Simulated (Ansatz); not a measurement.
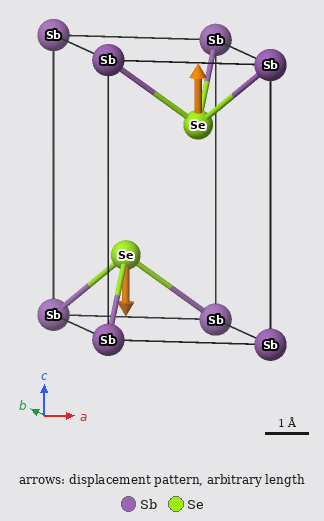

Phonons of crystalline SbSe2 (a generated structure), space group P-3m1 (No. 164), at the zone centre. The optical levels lie at 113 (×2), 126 (×2), 158, 233 cm⁻¹. One mode is drawn. The orange arrows are the displacements of the atoms (eigenvector over the root of the mass), of arbitrary overall length and sign. A ball-and-stick model of the cell of the calculation, seen slightly off an axis.

Method: Ansatz, DFT PBE, scalar-relativistic, plane waves, PAW. Settings: plane-wave cutoff 420 eV; k-point mesh 12 × 12 × 8; occupations fermi dirac; smearing width 0.15 eV; no spin polarisation.

The frequencies depend somewhat on the k-mesh and the smearing.

**To which level does it belong?**

The level at 158 cm⁻¹. This is the A₁g mode, optical level 3 of 4, counted from below, Raman-active by symmetry. The Sb atoms stay at rest; all motion is along c; atoms of one kind move against one another, with no net shift of their sublattice.
